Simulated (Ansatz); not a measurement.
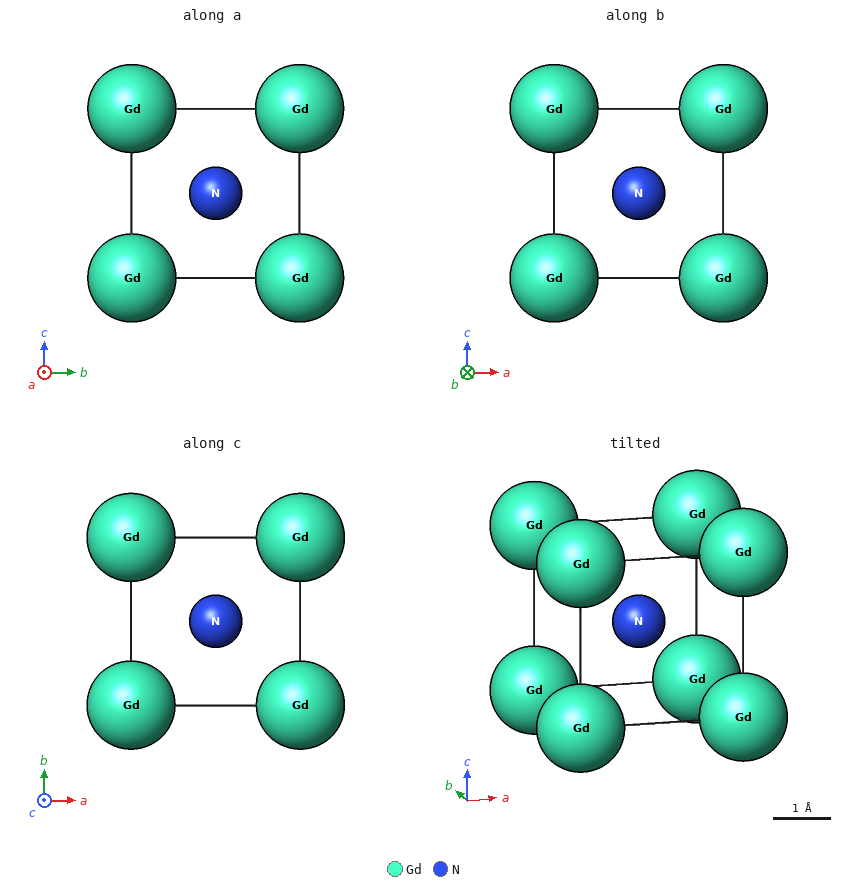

The figure gives a spheres-only picture of the atoms, viewed along the a axis, along the b axis, along the c axis and slightly off an axis. Lines trace the edges of the unit cell.

Lattice parameters: a = 3.019 Å, b = 2.989 Å, c = 3.019 Å, α = 90.00°, β = 90.00°, γ = 90.00°. Put a along x and b in the xy plane.

> Express the structure as a POSCAR file.

```
Gd N
1.0
     3.019    0.000    0.000
     0.000    2.989    0.000
     0.000    0.000    3.019
Gd N
1 1
Direct
  0.0000 0.0000 0.0000
  0.5000 0.5000 0.5000
```

Provenance: a structure type filled with these elements by a generator (whether the compound takes this form wasn't checked). The cell was then strained or its atoms displaced on purpose. It was the input of a calculation with Ansatz.
